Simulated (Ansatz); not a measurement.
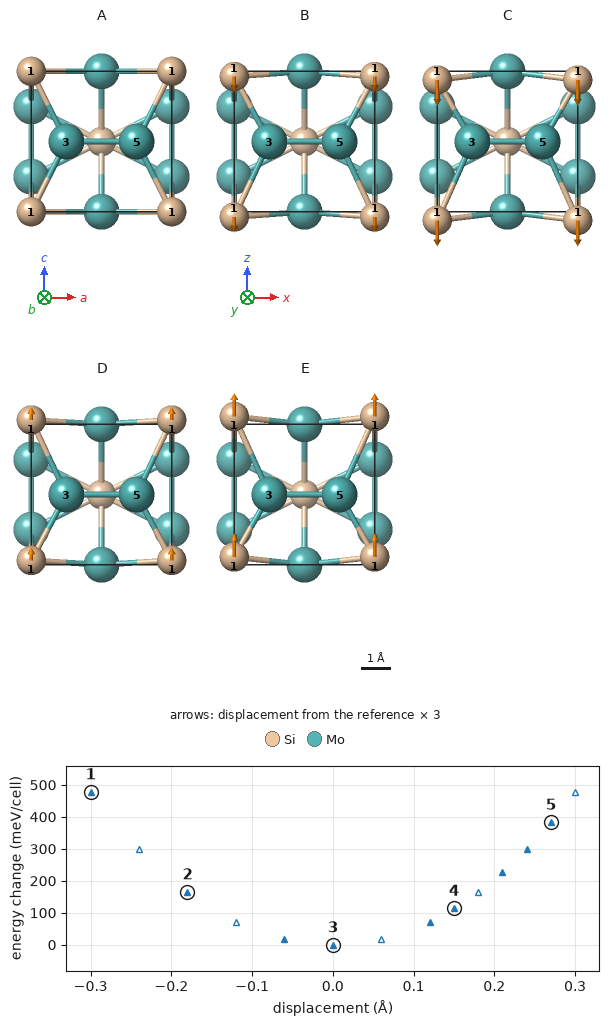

A crystal of SiMo$_{3}$ (Pm-3n): a Si atom (one in each cell of 8 atoms) is moved along Cartesian [0 0 1], all else fixed. The frames are shuffled; the numbered points of the plot belong to them. Hollow markers are points alike by symmetry, not computed again. Style: ball-and-stick. Shown: the cell of the calculation, along the b axis. Orange arrows: displacements from the reference.

Level of theory: DFT PBEsol, scalar-relativistic, plane waves, PAW in Ansatz. Set-up: plane-wave cutoff 420 eV; k-point mesh 8 × 8 × 8; occupations gaussian; smearing width 0.15 eV; no spin polarisation. Energies (free energies at the smearing named) are counted from the relaxed crystal.

Which frame belongs to which numbered point?

Point 1 is frame C (the displacement −0.30 Å, 479 meV/cell); 2 is frame B (the displacement −0.18 Å, 166 meV/cell); 3 is frame A (the displacement 0.00 Å, 0 meV/cell); 4 is frame D (the displacement 0.15 Å, 114 meV/cell); 5 is frame E (the displacement 0.27 Å, 383 meV/cell). Of the computed points the lowest is at the displacement 0.00 Å, 0 meV/cell. The end points stand at 479 meV/cell (−0.30 Å) and 479 meV/cell (0.30 Å). The curvature at zero is about 10 eV/Å². The well is symmetric. The distortion takes the space group from Pm-3n to Pmm2.
